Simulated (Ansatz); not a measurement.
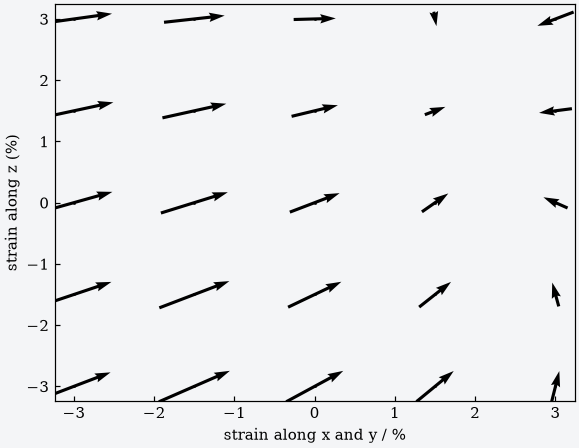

Ge (Fd-3m, No. 227; 2 atoms in the cell). The cell is strained homogeneously, by one strain along x and y and another along z, with fractional coordinates fixed (x, y and z along the cube axes). The first coordinate is: strain along x and y; the second: strain along z. The scan uses a 5 × 5 grid. The reference cell is the one listed in the database, not relaxed at this level. All numbers below come from DFT PBE, scalar-relativistic, plane waves, PAW (Ansatz 0.2.0). Settings: cutoff 420 eV, k-mesh 14×14×14, gaussian smearing 0.15 eV, no spin polarisation.

Drawn: dots at the grid points, arrows along the force (downhill), their lengths compressed.

The arrows alone are given. Where is the energy lowest?

Answer. The arrows converge at about strain along x and y = 1.8 %, strain along z = 1.8 % (read from the interpolated surface).

The energy map of the same scan:

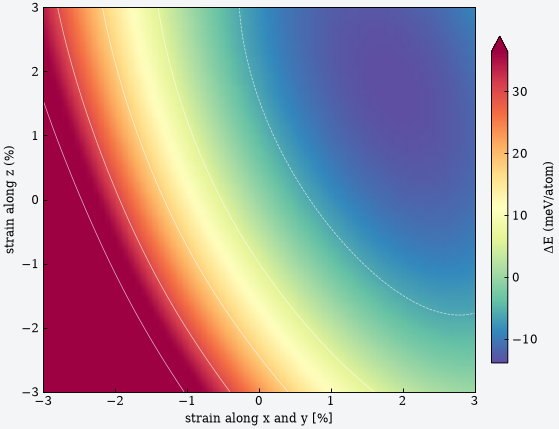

Energies are in meV/atom, from the unstrained cell; between grid points the surface is interpolated.
